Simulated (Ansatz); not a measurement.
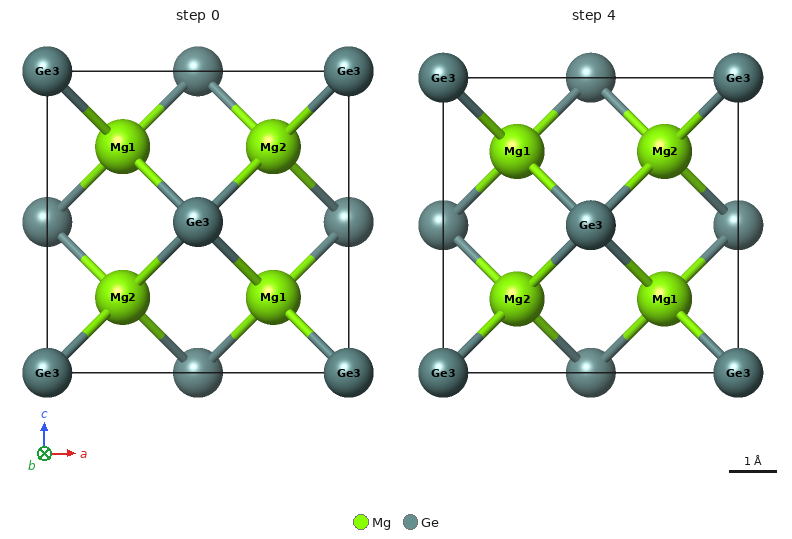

The structure of solid Mg2Ge (built on the database structure type) before (left) and after (right) a relaxation, at one scale.

A ball-and-stick model of the conventional cell (4 times the calculation's cell), seen along the b axis. Lengths and directions refer to the drawn axes.

Theory: Ansatz, DFT, LDA, plane waves, PAW. (plane-wave cutoff 420 eV; k-point mesh 6 × 6 × 6; occupations fermi dirac; smearing width 0.02 eV; no spin polarisation; cell and atoms relaxed; force threshold 0.005 eV/Å)

Summarise the run.

No atom moves by more than 0.005 Å relative to the cell. The volume changes by −6.2 %, with a = b = c 6.419 → 6.284 Å (−2.1 %). Near-neighbour distances that change, for instance: Mg1–Ge3 2.780 → 2.721 Å. The space group stays Fm-3m (No. 225). Over 3 accepted moves (4 points after the start) the energy falls by 42.8 meV per cell of the calculation. All forces vanish by symmetry, so only the cell relaxes. Pressure: −3.18 GPa at the start and 0.00 GPa at the end. The SCF was repeated once at an unchanged geometry on a basis and grid sized afresh for the cell, which shifted the energy by 0.3 meV per cell of the calculation at most. Cost: 2 s on 2 threads of AMD EPYC 7R13 Processor (Zen 3), with other jobs on the host, peak memory 0.52 GiB.
